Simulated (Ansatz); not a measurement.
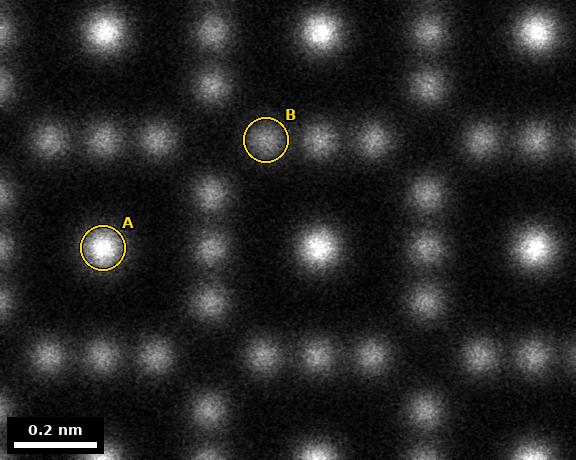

iDPC-like image of Ta (Pm-3n, No. 223) along [001]. Simulated as the projected potential of neutral atoms (B = 0.5 Å²) blurred by a 0.50 Å probe, the thin-sample limit of integrated differential phase contrast. Shot noise and a slight drift were added. Model: the end point of a relaxation with Ansatz 0.2.0, DFT, PBEsol, plane waves (420 eV) with PAW, scalar-relativistic; the starting structure was generated, so it need not be a known form of this composition.

```cif
data_structure
_symmetry_space_group_name_H-M 'Pm-3n'
_symmetry_Int_Tables_number 223
_cell_length_a 5.2515
_cell_length_b 5.2515
_cell_length_c 5.2515
_cell_angle_alpha 90.000
_cell_angle_beta 90.000
_cell_angle_gamma 90.000
_cell_volume 144.83
loop_
_atom_site_label
_atom_site_type_symbol
_atom_site_symmetry_multiplicity
_atom_site_Wyckoff_symbol
_atom_site_fract_x
_atom_site_fract_y
_atom_site_fract_z
_atom_site_occupancy
Ta1 Ta 2 a 0.00000 0.00000 0.00000 1
Ta2 Ta 6 c 0.25000 0.00000 0.50000 1
```

Name the elements in each circled column.

Answer. A: Ta (2 Ta per 5.25 Å along the beam; the brightest kind). B: Ta (1 Ta per 5.25 Å along the beam; about 50 % of the brightest peak). Brightness is counted from the darkest point of the image.
